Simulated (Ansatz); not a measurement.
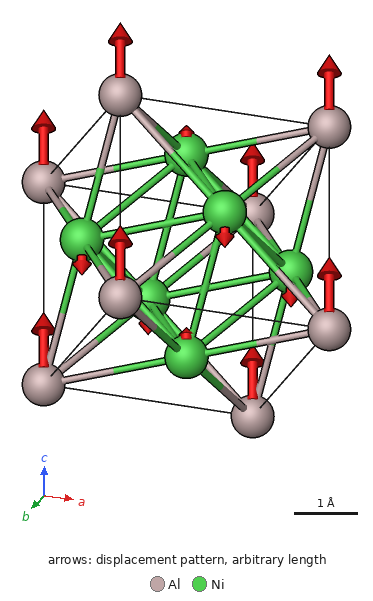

One vibrational mode of solid AlNi$_{3}$ at the zone centre. The red arrows are the displacements of the atoms (eigenvector over the root of the mass), of arbitrary overall length and sign. A ball-and-stick model of the cell of the calculation, seen from a free direction.

These are results of DFT PBE, scalar-relativistic, plane waves, PAW in Ansatz, not measurements. Settings: plane-wave cutoff 420 eV; k-point mesh 14 × 14 × 14; occupations gaussian; smearing width 0.2 eV; collinear spin.

The frequencies depend somewhat on the k-mesh and the smearing.

### Give the symmetry, activity and frequency of this mode.

This is the T₁u mode (triply degenerate; one member of the set is drawn) at 323 cm⁻¹, the highest optical level, infrared-active by symmetry. All motion is along c; the kinetic energy is shared as Al 60 %, Ni 40 %. The crystal is a metal, so free carriers screen the infrared response.
